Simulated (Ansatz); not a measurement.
# Au(111) with 4 layers of random Au-Ag, 2x2: scattering by chemical disorder

Aim: the residual resistivity of a random alloy, from Au(111) with 4 layers of random Au-Ag, 2x2 and longer regions.

Program: Ansatz 0.2.0. Level of theory: Ansatz plane-wave DFT, PBE, PAW files; ballistic transport by layer matching (Landauer), zero bias; PAW set soft_1. Results are calculated unless marked as measured.

### 1. Starting point

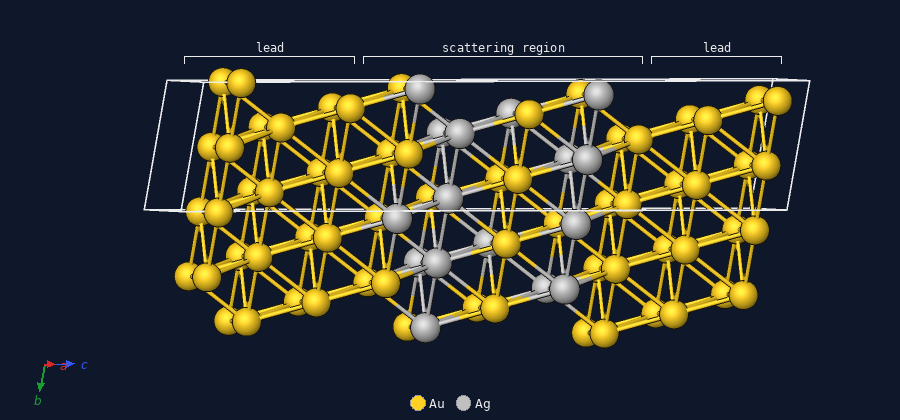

Start, viewed from the side, with the c axis across the page; gold yellow, silver light grey. 1×2×1 cells are drawn.

The cell holds 40 atoms: 32 Au and 8 Ag. Its edges and angles: a = 5.768 Å, b = 5.768 Å, c = 23.605 Å, α = 93.5°, β = 86.5°, γ = 120.0°. It derives from Au. Regions: lead, 24 atoms (24 Au); scattering region, 16 atoms (8 Ag and 8 Au). The structure is stacked along c, and the current runs across the ab planes.

### 2. With 4 alloy layers

In 4 layers a share of 0.5 of the sites is given to Ag at random. The layers about the cell's end stay perfect and serve as the lead. Disorder leaves little or no symmetry, which makes such runs dear. Energies from -0.05 to 0.05 eV in steps of 0.05 eV are too few for the program's thermal sum, so it prints no conductance; for a metal the transmission near the Fermi level serves, at a fraction of the cost.

input.yaml reads:

```yaml
crystal:
  lattice:
    - [5.7675164607, 0.0, 0.0]
    - [-2.8837582304, 4.9948157718, 0.0]
    - [1.4418791152, -0.8324692953, 23.5457873532]
  atoms:
    - { symbol: Au, position: [0.9916666667, 0.0083333333, 0.05] }
    - { symbol: Au, position: [0.9916666667, 0.5083333333, 0.05] }
    - { symbol: Au, position: [0.4916666667, 0.0083333333, 0.05] }
    - { symbol: Au, position: [0.4916666667, 0.5083333333, 0.05] }
    - { symbol: Au, position: [0.1416666667, 0.3583333333, 0.15] }
    - { symbol: Au, position: [0.1416666667, 0.8583333333, 0.15] }
    - { symbol: Au, position: [0.6416666667, 0.3583333333, 0.15] }
    - { symbol: Au, position: [0.6416666667, 0.8583333333, 0.15] }
    - { symbol: Au, position: [0.2916666667, 0.2083333333, 0.25] }
    - { symbol: Au, position: [0.2916666667, 0.7083333333, 0.25] }
    - { symbol: Au, position: [0.7916666667, 0.2083333333, 0.25] }
    - { symbol: Au, position: [0.7916666667, 0.7083333333, 0.25] }
    - { symbol: Ag, position: [0.9416666667, 0.0583333333, 0.35] }
    - { symbol: Au, position: [0.9416666667, 0.5583333333, 0.35] }
    - { symbol: Au, position: [0.4416666667, 0.0583333333, 0.35] }
    - { symbol: Au, position: [0.4416666667, 0.5583333333, 0.35] }
    - { symbol: Ag, position: [0.0916666667, 0.4083333333, 0.45] }
    - { symbol: Au, position: [0.0916666667, 0.9083333333, 0.45] }
    - { symbol: Ag, position: [0.5916666667, 0.4083333333, 0.45] }
    - { symbol: Ag, position: [0.5916666667, 0.9083333333, 0.45] }
    - { symbol: Ag, position: [0.2416666667, 0.2583333333, 0.55] }
    - { symbol: Au, position: [0.2416666667, 0.7583333333, 0.55] }
    - { symbol: Au, position: [0.7416666667, 0.2583333333, 0.55] }
    - { symbol: Au, position: [0.7416666667, 0.7583333333, 0.55] }
    - { symbol: Ag, position: [0.8916666667, 0.1083333333, 0.65] }
    - { symbol: Ag, position: [0.8916666667, 0.6083333333, 0.65] }
    - { symbol: Au, position: [0.3916666667, 0.1083333333, 0.65] }
    - { symbol: Ag, position: [0.3916666667, 0.6083333333, 0.65] }
    - { symbol: Au, position: [0.0416666667, 0.4583333333, 0.75] }
    - { symbol: Au, position: [0.0416666667, 0.9583333333, 0.75] }
    - { symbol: Au, position: [0.5416666667, 0.4583333333, 0.75] }
    - { symbol: Au, position: [0.5416666667, 0.9583333333, 0.75] }
    - { symbol: Au, position: [0.1916666667, 0.3083333333, 0.85] }
    - { symbol: Au, position: [0.1916666667, 0.8083333333, 0.85] }
    - { symbol: Au, position: [0.6916666667, 0.3083333333, 0.85] }
    - { symbol: Au, position: [0.6916666667, 0.8083333333, 0.85] }
    - { symbol: Au, position: [0.8416666667, 0.1583333333, 0.95] }
    - { symbol: Au, position: [0.8416666667, 0.6583333333, 0.95] }
    - { symbol: Au, position: [0.3416666667, 0.1583333333, 0.95] }
    - { symbol: Au, position: [0.3416666667, 0.6583333333, 0.95] }
kpoints:
  mp_grid: { grid: [5, 5, 1] }
hamiltonian:
  xc: pbe
  pseudopotentials: { kind: paw, azcp: { folder: soft_1 } }
scf:
  occupations: { method: fermi_dirac, width: 0.1 }
output:
  transmission:
    leads: [[0, 4]]
    kmesh: [10, 10]
    e_range: [-0.05, 0.05]
    de: 0.05
  write_potential: true
  write_density: true
  volumetric_format: npy
```

Launch:

```sh
> ansatz run input.yaml --threads 4 --pin off --max-ram 15360MiB --backend cpu --events-out ev --progress --plain --runs-dir out
```

Numbers of over 12 decimals in the logs are rounded to 6 here.

What it wrote:

```text
Engine: ansatz 0.2.0, x86_64-unknown-linux-gnu
Pseudopotentials: kind: paw
Pseudopotential: Au, paw, valence charge 19, recommended cutoff 420 eV (normal), soft_1/Au.paw.azcp
Pseudopotential: Ag, paw, valence charge 19, recommended cutoff 420 eV (normal), soft_1/Ag.paw.azcp
Functional definition: PBE
  parameter kappa = 0.804
  parameter beta = 0.066725
  exchange = pbe_x(kappa = kappa, mu = beta*pi^2/3)
  correlation = pbe_c(beta = beta)
Crystal: 40 atoms, lattice volume = 678.300 Å³
Basis set: ecut = 420 eV, 13321 PW (Γ)
Bands: 456, of which v1, the nominal top of the filled ones, is band 380 counted from 1 (379 counted from 0)
Symmetry: 1 space group operations
Space group: P1 (ITA 1), of the structure as read, at distance tolerance 8.8e-5 Å
k-points: 13 of 25 (time reversal used)
Non-local potential: Au, projectors of the file, l = 0: 3, l = 1: 2, l = 2: 2, l = 3: 1
Non-local potential: Ag, projectors of the file, l = 0: 3, l = 1: 2, l = 2: 2, l = 3: 1
PAW form: soft (Blöchl's): semilocal exchange-correlation on the pseudo side does not see the compensation charge
PAW one-centre angular grid: Au, 590 points (default); XC on 64 Gauss nodes
PAW one-centre angular grid: Ag, 590 points (default); XC on 64 Gauss nodes
Initial density: superposition of atomic densities (chi_scale 0.1, normalization cell, long waves of neutral atoms (reshape's long-wave potential 15.62 eV rms, cloud 2.81 Å wide))
Initial wavefunctions: pseudopotential atomic-orbital guess
Functional: x = pbe(κ = 0.804, μ = 0.219515), c = pbe(β = 0.066725)
SCF iter   1: F=—  HF=-481600.537951 eV  |F-HF|=—  |Δ(HF+E_count)|=         —  Δρ=1.13e-1  dr2=3.02e2  ethr=3.10e-3  ⟨swp⟩=4.0  Hψ=17723  notcnv=0  defer=258
preconditioner: auto → Kerker (q_TF=auto, 2.781 Å⁻¹)  [metal: Δε(μ)=0.038 eV  Ē_g=10.355 eV  σ=0.100 eV  W_gap=0.09  n_scr=260 (ndim 8)  ℏωp=29.9 eV  f_vac=0.000  D(μ)=12.24/eV (n_scr^D=72)]
SCF iter   2: F=—  HF=-481576.520045 eV  |F-HF|=—  |Δ(HF+E_count)|=    2.40e1  Δρ=5.61e-2  dr2=1.42e2  ethr=3.10e-3  ⟨swp⟩=2.5  Hψ=9866  notcnv=0  defer=673
SCF iter   3: F=—  HF=-481564.884819 eV  |F-HF|=—  |Δ(HF+E_count)|=    1.16e1  Δρ=1.28e-2  dr2=2.37e1  ethr=3.10e-3  ⟨swp⟩=2.2  Hψ=8659  notcnv=0  defer=677
SCF iter   4: F=—  HF=-481563.653607 eV  |F-HF|=—  |Δ(HF+E_count)|=    1.23e0  Δρ=6.02e-3  dr2=2.70e0  ethr=3.10e-3  ⟨swp⟩=1.2  Hψ=6827  notcnv=0  defer=690
SCF iter   5: F=—  HF=-481563.511528 eV  |F-HF|=—  |Δ(HF+E_count)|=   1.42e-1  Δρ=2.61e-3  dr2=4.86e-1  ethr=3.55e-4  ⟨swp⟩=1.4  Hψ=5252  notcnv=0  defer=718
SCF iter   6: F=—  HF=-481563.500192 eV  |F-HF|=—  |Δ(HF+E_count)|=   1.13e-2  Δρ=8.97e-4  dr2=3.16e-2  ethr=6.40e-5  ⟨swp⟩=1.0  Hψ=5210  notcnv=0  defer=718
SCF iter   7: F=—  HF=-481563.499244 eV  |F-HF|=—  |Δ(HF+E_count)|=   9.48e-4  Δρ=2.81e-4  dr2=5.31e-3  ethr=4.15e-6  ⟨swp⟩=1.1  Hψ=5211  notcnv=0  defer=718
SCF iter   8: F=—  HF=-481563.498884 eV  |F-HF|=—  |Δ(HF+E_count)|=   3.60e-4  Δρ=9.13e-5  dr2=4.74e-4  ethr=6.99e-7  ⟨swp⟩=1.5  Hψ=5228  notcnv=0  defer=718
SCF iter   9: F=—  HF=-481563.498839 eV  |F-HF|=—  |Δ(HF+E_count)|=   4.47e-5  Δρ=4.52e-5  dr2=7.58e-5  ethr=6.23e-8  ⟨swp⟩=1.9  Hψ=5982  notcnv=0  defer=718
SCF iter  10: F=—  HF=-481563.499060 eV  |F-HF|=—  |Δ(HF+E_count)|=   2.21e-4  Δρ=1.77e-5  dr2=5.01e-6  ethr=9.98e-9  ⟨swp⟩=2.0  Hψ=6186  notcnv=0  defer=718
SCF iter  11: F=—  HF=-481563.499059 eV  |F-HF|=—  |Δ(HF+E_count)|=   4.69e-7  Δρ=6.17e-6  dr2=1.60e-6  ethr=6.59e-10  ⟨swp⟩=2.0  Hψ=9634  notcnv=0  defer=718
SCF iter  12: F=—  HF=-481563.499059 eV  |F-HF|=—  |Δ(HF+E_count)|=   7.67e-8  Δρ=2.41e-6  dr2=3.63e-7  ethr=2.10e-10  ⟨swp⟩=1.6  Hψ=5414  notcnv=0  defer=718
SCF iter  13: F=-481563.499059 eV  HF=-481563.499059 eV  |F-HF|=4.06e-8  |Δ(HF+E_count)|=   1.62e-8  Δρ=6.93e-7  dr2=4.25e-8  ethr=1.32e-11  ⟨swp⟩=10.5  Hψ=24949  notcnv=0
SCF 1 converged in 13 iterations: F = -481563.499059 eV  dr2 = 4.25e-8
  greatest PAW one-centre occupation: 1.001 electrons in one spin orbital (limit 2), on the Ag atom at site 16 (counted from 0), in its partial waves of l = 0
transmission: 162 of 1560 steps passed
transmission: 315 of 1560 steps passed
[...]
transmission: 1560 of 1560 steps passed
SCF converged after 13 iterations
Free energy (F): -481563.499059 eV
Harris-Foulkes:  -481563.499059 eV  (|F-HF|=4.06e-8)
Internal energy: -481563.051105 eV  (E = F + TS)
E sigma→0 (E₀):  -481563.275082 eV
Entropy (-TS):   -0.447955 eV (-11.199 meV/atom)
Fermi energy:    20.042704 eV
--- Per-component energies (eV) ---
  E_band       = -8463.500713
  E_kinetic    = 22252.938633
  E_local      = -70758.184993  (includes V_loc(G=0)·N_el)
  E_nonlocal   = 3388.351528
  E_hartree    = 31659.774786
  E_xc         = -8173.009317
  E_vxc        = -9993.052261  (∫ρ·V_xc dr)
  E_paw        = -343052.650038  (= ΣΔE_a)
  E_vpaw       = -16673.157372  (= ΣTr[D̂ρ^β])
  E_aug_tail   = 0.057972  (compensation charges beyond the density's cutoff)
  E_ewald      = -116880.329676
  E_smearing   = -0.447955  (= −TS)
  E_closure    = 0.000000  (closes the sum)
  Σ components = -481563.499059   (vs F -481563.499059, Δ=0.00e0)
--- Band table (eV; the first three rows and the last of 13) ---
  k-point 0: bands = [... 376 lower, 20.1291, 20.4944, 20.5210, 20.5773, 20.5913, 20.8089, 20.9080, 20.9979, ... 72 higher]
  k-point 1: bands = [... 376 lower, 19.6346, 19.7608, 19.8113, 19.9431, 20.0840, 20.1675, 20.3038, 20.3681, ... 72 higher]
  k-point 2: bands = [... 376 lower, 19.7959, 19.8114, 19.8658, 19.9187, 19.9792, 20.1410, 20.2055, 20.3824, ... 72 higher]
  k-point 12: bands = [... 376 lower, 18.8015, 19.5457, 19.6514, 19.9682, 20.0606, 20.1942, 20.5929, 21.5509, ... 72 higher]
--- Transmission ---
  basis      : 253 plane waves across, 30 finite elements along
  points     : 52, standing for a mesh of 10 x 10
  energies   : 3 from -0.050000 to 0.050000 eV about the Fermi level, 0.050000 eV apart; the leads are filled to 0.000000 eV, and channels, transmission and decay are at 0.000000 eV
  crystal 0  : Au4, at the sites [0, 4], period 2.3546 Å, over 14.13 Å; its Hamiltonian steps by up to 3.8 meV
    offset         : up to 0.0000 Å between an atom of the period and one for which it stands
    channels       : 3.210000e0 a spin
    conductance    : none, the energies end too early or step too widely for 300 K: set another output.transmission.e_range or a lower de, or, where they end at an eighth of basis.ecutwfc, a higher one
  junction   : crystal 0 to crystal 0, 0.70 to 21.89 Å
    transmission   : 2.992794e0 a spin
    conductance    : none, the energies end too early or step too widely for 300 K: set another output.transmission.e_range or a lower de, or, where they end at an eighth of basis.ecutwfc, a higher one
```

Run time: 7.7 min. Hardware: 4 threads of Intel Xeon Platinum 8375C at 2.90GHz (Ice Lake), shared host; peak memory 6.7 GiB.

The column dr2 measures how far the density is from self-consistency, as an energy; F and HF (Harris–Foulkes) agree once it is small.

Numbers from this step:

```
free energy                                    : -481563.4991 eV
energy at zero smearing                        : -481563.2751 eV
Fermi energy                                   : 20.04 eV
cell area                                      : 28.81 Å²
transmission per spin nearest the Fermi level  : 2.993
open channels per spin nearest the Fermi level : 3.21
step of the lead's potential                   : 3.8 meV
```

Per spin. Table of transmission, zone mean by energy, zero at the Fermi level:

```csv
energy (eV),"transmission, zone mean"
-0.0500,2.98
0.0000,2.99
0.0500,3.00
```

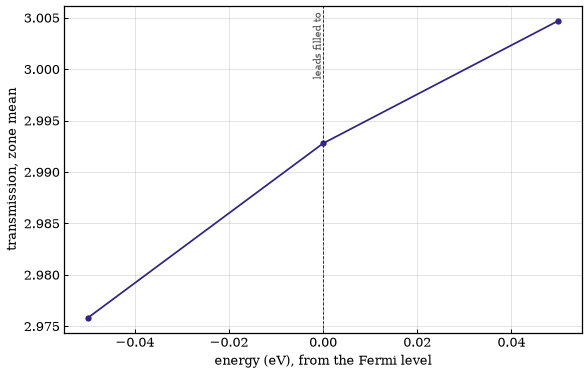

Transmission, zone mean, plotted against energy.

Per spin. The open channels, zone mean, lead stays at 3.21 for energy from -0.05 to 0.05 eV.

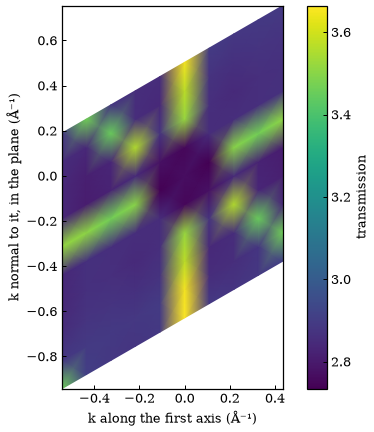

Transmission over k1 and k2. At 0.0000 eV from the Fermi level.

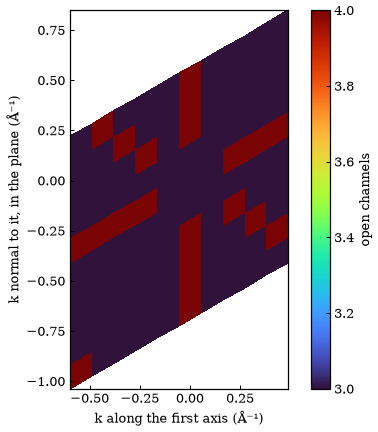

Open channels over k1 and k2. At 0.0000 eV from the Fermi level.

Over the solved energies the transmission per spin lies between 2.98 and 3.00, out of 3.21 channels of the lead on average (up to 3.21).

### 3. With 8 alloy layers

System of this step: Au(111) with 8 layers of random Au-Ag, 2x2. The cell holds 56 atoms: 40 Au and 16 Ag. Its edges and angles: a = 5.768 Å, b = 5.768 Å, c = 33.006 Å, α = 87.5°, β = 92.5°, γ = 120.0°. It derives from Au. Regions: lead, 24 atoms (24 Au); scattering region, 32 atoms (16 Au and 16 Ag). The structure is stacked along c, and the current runs across the ab planes.

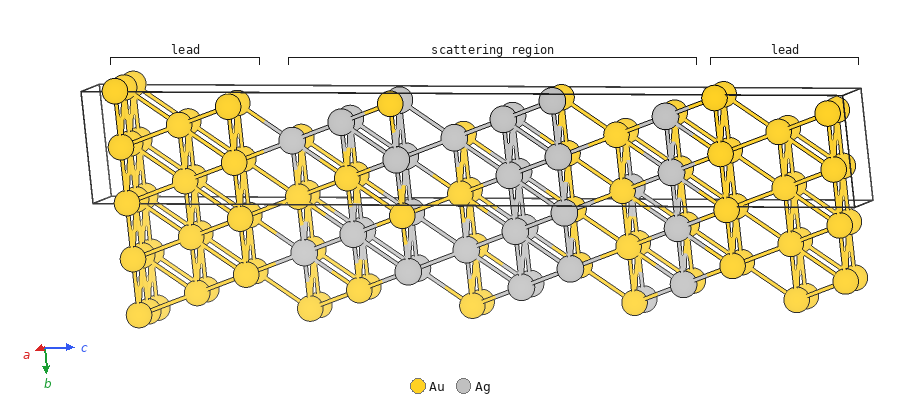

The cell of this step (gold yellow, silver light grey). 1×2×1 cells are drawn. Some periodic images of atoms are drawn too.

input.yaml reads:

```yaml
crystal:
  lattice:
    - [5.7675164607, 0.0, 0.0]
    - [-2.8837582304, 4.9948157718, 0.0]
    - [-1.4418791152, 0.8324692953, 32.9641022945]
  atoms:
    - { symbol: Au, position: [0.005952381, 0.994047619, 0.0357142857] }
    - { symbol: Au, position: [0.005952381, 0.494047619, 0.0357142857] }
    - { symbol: Au, position: [0.505952381, 0.994047619, 0.0357142857] }
    - { symbol: Au, position: [0.505952381, 0.494047619, 0.0357142857] }
    - { symbol: Au, position: [0.1845238095, 0.3154761905, 0.1071428571] }
    - { symbol: Au, position: [0.1845238095, 0.8154761905, 0.1071428571] }
    - { symbol: Au, position: [0.6845238095, 0.3154761905, 0.1071428571] }
    - { symbol: Au, position: [0.6845238095, 0.8154761905, 0.1071428571] }
    - { symbol: Au, position: [0.3630952381, 0.1369047619, 0.1785714286] }
    - { symbol: Au, position: [0.3630952381, 0.6369047619, 0.1785714286] }
    - { symbol: Au, position: [0.8630952381, 0.1369047619, 0.1785714286] }
    - { symbol: Au, position: [0.8630952381, 0.6369047619, 0.1785714286] }
    - { symbol: Au, position: [0.0416666667, 0.9583333333, 0.25] }
    - { symbol: Au, position: [0.0416666667, 0.4583333333, 0.25] }
    - { symbol: Au, position: [0.5416666667, 0.9583333333, 0.25] }
    - { symbol: Ag, position: [0.5416666667, 0.4583333333, 0.25] }
    - { symbol: Ag, position: [0.2202380952, 0.2797619048, 0.3214285714] }
    - { symbol: Au, position: [0.2202380952, 0.7797619048, 0.3214285714] }
    - { symbol: Ag, position: [0.7202380952, 0.2797619048, 0.3214285714] }
    - { symbol: Au, position: [0.7202380952, 0.7797619048, 0.3214285714] }
    - { symbol: Ag, position: [0.3988095238, 0.1011904762, 0.3928571429] }
    - { symbol: Ag, position: [0.3988095238, 0.6011904762, 0.3928571429] }
    - { symbol: Au, position: [0.8988095238, 0.1011904762, 0.3928571429] }
    - { symbol: Ag, position: [0.8988095238, 0.6011904762, 0.3928571429] }
    - { symbol: Au, position: [0.0773809524, 0.9226190476, 0.4642857143] }
    - { symbol: Au, position: [0.0773809524, 0.4226190476, 0.4642857143] }
    - { symbol: Au, position: [0.5773809524, 0.9226190476, 0.4642857143] }
    - { symbol: Ag, position: [0.5773809524, 0.4226190476, 0.4642857143] }
    - { symbol: Ag, position: [0.255952381, 0.244047619, 0.5357142857] }
    - { symbol: Ag, position: [0.255952381, 0.744047619, 0.5357142857] }
    - { symbol: Ag, position: [0.755952381, 0.244047619, 0.5357142857] }
    - { symbol: Ag, position: [0.755952381, 0.744047619, 0.5357142857] }
    - { symbol: Au, position: [0.4345238095, 0.0654761905, 0.6071428571] }
    - { symbol: Au, position: [0.4345238095, 0.5654761905, 0.6071428571] }
    - { symbol: Ag, position: [0.9345238095, 0.0654761905, 0.6071428571] }
    - { symbol: Ag, position: [0.9345238095, 0.5654761905, 0.6071428571] }
    - { symbol: Ag, position: [0.1130952381, 0.8869047619, 0.6785714286] }
    - { symbol: Au, position: [0.1130952381, 0.3869047619, 0.6785714286] }
    - { symbol: Au, position: [0.6130952381, 0.8869047619, 0.6785714286] }
    - { symbol: Au, position: [0.6130952381, 0.3869047619, 0.6785714286] }
    - { symbol: Au, position: [0.2916666667, 0.2083333333, 0.75] }
    - { symbol: Au, position: [0.2916666667, 0.7083333333, 0.75] }
    - { symbol: Ag, position: [0.7916666667, 0.2083333333, 0.75] }
    - { symbol: Ag, position: [0.7916666667, 0.7083333333, 0.75] }
    - { symbol: Au, position: [0.4702380952, 0.0297619048, 0.8214285714] }
    - { symbol: Au, position: [0.4702380952, 0.5297619048, 0.8214285714] }
    - { symbol: Au, position: [0.9702380952, 0.0297619048, 0.8214285714] }
    - { symbol: Au, position: [0.9702380952, 0.5297619048, 0.8214285714] }
    - { symbol: Au, position: [0.1488095238, 0.8511904762, 0.8928571429] }
    - { symbol: Au, position: [0.1488095238, 0.3511904762, 0.8928571429] }
    - { symbol: Au, position: [0.6488095238, 0.8511904762, 0.8928571429] }
    - { symbol: Au, position: [0.6488095238, 0.3511904762, 0.8928571429] }
    - { symbol: Au, position: [0.3273809524, 0.1726190476, 0.9642857143] }
    - { symbol: Au, position: [0.3273809524, 0.6726190476, 0.9642857143] }
    - { symbol: Au, position: [0.8273809524, 0.1726190476, 0.9642857143] }
    - { symbol: Au, position: [0.8273809524, 0.6726190476, 0.9642857143] }
kpoints:
  mp_grid: { grid: [5, 5, 1] }
hamiltonian:
  xc: pbe
  pseudopotentials: { kind: paw, azcp: { folder: soft_1 } }
scf:
  occupations: { method: fermi_dirac, width: 0.1 }
output:
  transmission:
    leads: [[0, 4]]
    kmesh: [10, 10]
    e_range: [-0.05, 0.05]
    de: 0.05
  write_potential: true
  write_density: true
  volumetric_format: npy
```

What it wrote:

```text
[...]
Crystal: 56 atoms, lattice volume = 949.619 Å³
Basis set: ecut = 420 eV, 18659 PW (Γ)
Bands: 639, of which v1, the nominal top of the filled ones, is band 532 counted from 1 (531 counted from 0)
Symmetry: 1 space group operations
[...]
k-points: 13 of 25 (time reversal used)
[...]
SCF iter   1: F=—  HF=-647560.030293 eV  |F-HF|=—  |Δ(HF+E_count)|=         —  Δρ=1.26e-1  dr2=4.79e2  ethr=3.10e-3  ⟨swp⟩=4.0  Hψ=24795  notcnv=0  defer=489
[...]
SCF iter  13: F=-647498.386936 eV  HF=-647498.386936 eV  |F-HF|=7.45e-8  |Δ(HF+E_count)|=   2.47e-8  Δρ=7.26e-7  dr2=7.65e-8  ethr=9.40e-12  ⟨swp⟩=9.8  Hψ=35770  notcnv=0
SCF 1 converged in 13 iterations: F = -647498.386936 eV  dr2 = 7.65e-8
[...]
transmission: 226 of 2236 steps passed
transmission: 448 of 2236 steps passed
[...]
transmission: 2236 of 2236 steps passed
SCF converged after 13 iterations
Free energy (F): -647498.386936 eV
[...]
Internal energy: -647497.758025 eV  (E = F + TS)
E sigma→0 (E₀):  -647498.072481 eV
Entropy (-TS):   -0.628911 eV (-11.231 meV/atom)
Fermi energy:    19.744515 eV
[...]
--- Band table (eV; the first three rows and the last of 13) ---
  k-point 0: bands = [... 528 lower, 19.8987, 20.1579, 20.2352, 20.3686, 20.4209, 20.4966, 20.5086, 20.6078, ... 103 higher]
  k-point 1: bands = [... 528 lower, 19.4412, 19.5168, 19.6189, 19.7101, 19.7885, 19.8168, 19.8636, 19.9683, ... 103 higher]
  k-point 2: bands = [... 528 lower, 19.4755, 19.5395, 19.5456, 19.6372, 19.7249, 19.7902, 19.9401, 19.9963, ... 103 higher]
  k-point 12: bands = [... 528 lower, 18.9061, 18.9272, 19.2350, 19.8015, 19.9798, 20.1585, 20.2822, 20.3134, ... 103 higher]
--- Transmission ---
  basis      : 253 plane waves across, 43 finite elements along
  points     : 52, standing for a mesh of 10 x 10
[...]
channels       : 3.210000e0 a spin
[...]
junction   : crystal 0 to crystal 0, 0.70 to 31.31 Å
    transmission   : 2.856415e0 a spin
[...]
```

Elapsed: 12 min, on 4 threads; peak memory 8.2 GiB; 44 min of CPU time.

Numbers from this step:

* free energy: -647498.3869 eV
* energy at zero smearing: -647498.0725 eV
* Fermi energy: 19.74 eV
* transmission per spin nearest the Fermi level: 2.856
* step of the lead's potential: 3.3 meV

Per spin. Transmission, zone mean against energy, zero at the Fermi level:

```csv
energy (eV),"transmission, zone mean"
-0.0500,2.84
0.0000,2.86
0.0500,2.86
```

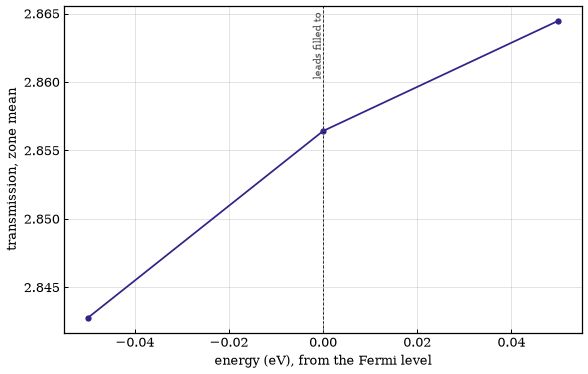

Transmission, zone mean against energy.

Over the solved energies the transmission per spin lies between 2.84 and 2.86, out of 3.21 channels of the lead on average (up to 3.21).

[end of part 1 of 2]

[Logs are printed without paths, hosts, clocks, repeated set-up lines and the standing remarks that a program may print on its own settings, such as how far it seeks lower states.]

[Hosts, paths, dates, database ids (printed as entryN), source tags and the programs' standing remarks are cut or masked in the printed files.]
